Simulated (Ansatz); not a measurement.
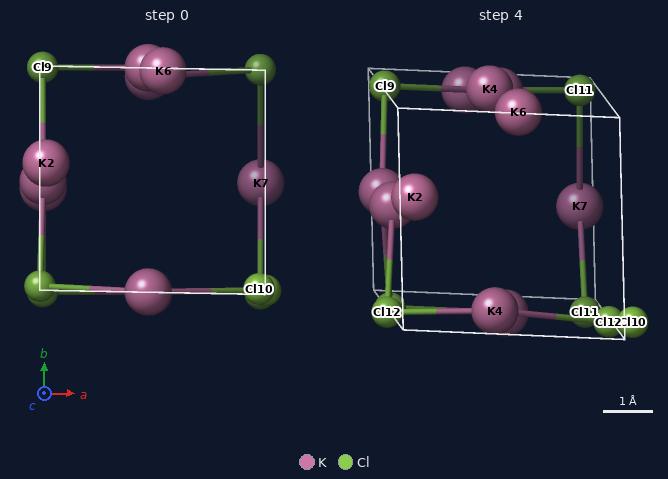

The structure of crystalline K₂Cl (a generated structure, set up in P1) (coarse preliminary run) before (left) and after (right) a relaxation, at one scale.

A ball-and-stick model of the cell of the calculation, seen along the c axis.

Level of theory: Ansatz, DFT PBE, scalar-relativistic, plane waves, PAW. Settings: plane-wave cutoff 420 eV; k-point mesh 6 × 6 × 1; occupations gaussian; smearing width 0.2 eV; no spin polarisation; cell and atoms relaxed; force threshold 0.025 eV/Å; at most 60 steps.

Question: What changed between the two?

Answer: The run was cut off at its time limit before the relaxation converged, so the last structure is only a point on the way. A K atom moves most relative to the cell: 0.46 Å in a general direction near [−3 −3 1]. By element the largest moves are K 0.46 Å, Cl 0.40 Å. Cell: a 4.624 → 4.548 Å (−1.6 %), b 4.595 → 4.550 Å (−1.0 %), c 34.033 → 33.298 Å (−2.2 %), α 91.2° → 94.0°, β 89.2° → 87.0°, γ 91.1° → 93.9°. Volume −5.2 %. Among the contacts that change: Cl–K 3.417 → 3.031 Å, Cl–K 3.383 → 3.019 Å, Cl–K 2.707 → 3.055 Å, Cl–K 2.768 → 3.057 Å. Bond angles that change, for instance: K–Cl–K 110.3° → 96.5°, Cl–K–Cl 110.3° → 96.5°, K–Cl–K 110.9° → 120.9°. The space group stays P1 (No. 1). The energy falls by 49.5 meV per atom in 4 geometry steps. The largest force component goes from 0.77 to 0.035 eV/Å. Pressure: 0.01 GPa at the start and 0.03 GPa at the end. Cost: 3.9 min on 1 thread of Intel(R) Xeon(R) 6975P-C (Granite Rapids), with other jobs on the host, peak memory 1.1 GiB.
